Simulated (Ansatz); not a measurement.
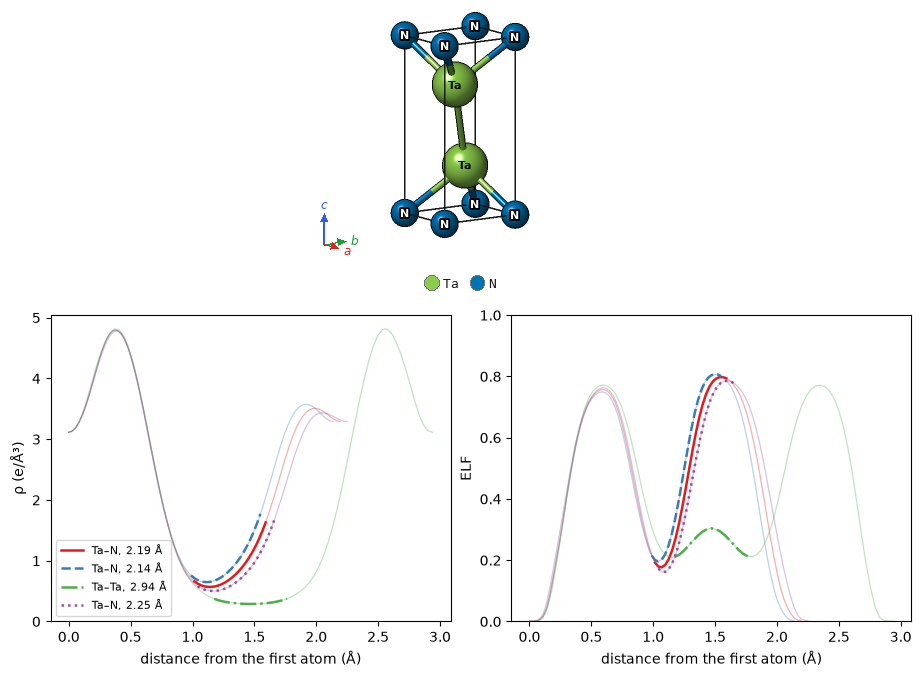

*Ta₂N. Valence charge density (pseudo) and ELF along straight lines between neighbouring atoms. Thin, pale parts lie inside the atomic spheres. The structure is drawn too.*

Space group P-1; a point of a scan over the structure, not its minimum; a structure from a database of computed crystals, not necessarily the ambient phase; changed on purpose from its base cell (engineering shear strain xy -0.0933, normal strain along z +0.0700); computed pressure about −16 GPa in this cell; computed without spin polarisation; PAW files of the earlier set (soft_1).

All numbers below come from DFT LDA, scalar-relativistic, plane waves, PAW in Ansatz 0.2.0.

Core electrons are frozen (PAW), and the valence fields are smoothed inside the atomic spheres.

What can be read from the curves?

Answer. Ta–N (2.19 Å): the density is about 0.58 e/Å³ at the midpoint; the ELF peaks at about 0.80 in the valence shell of N, 0.7 Å from its nucleus, and drops to about 0.20 between the two atoms: no shared electron pair shows on this line.
Ta–N (2.14 Å): the density is about 0.66 e/Å³ at the midpoint; the ELF peaks at about 0.80 in the valence shell of N, 0.6 Å from its nucleus, and drops to about 0.20 between the two atoms: no localised pair shows between them.
Ta–Ta (2.94 Å): ρ is about 0.29 e/Å³ halfway; the ELF is about 0.30 at the midpoint.
Ta–N (2.25 Å): ρ at the midpoint is about 0.51 e/Å³; the ELF peaks at about 0.80 in the valence shell of N, 0.6 Å from its nucleus, and drops to about 0.15 between the two atoms: no shared electron pair shows on this line.
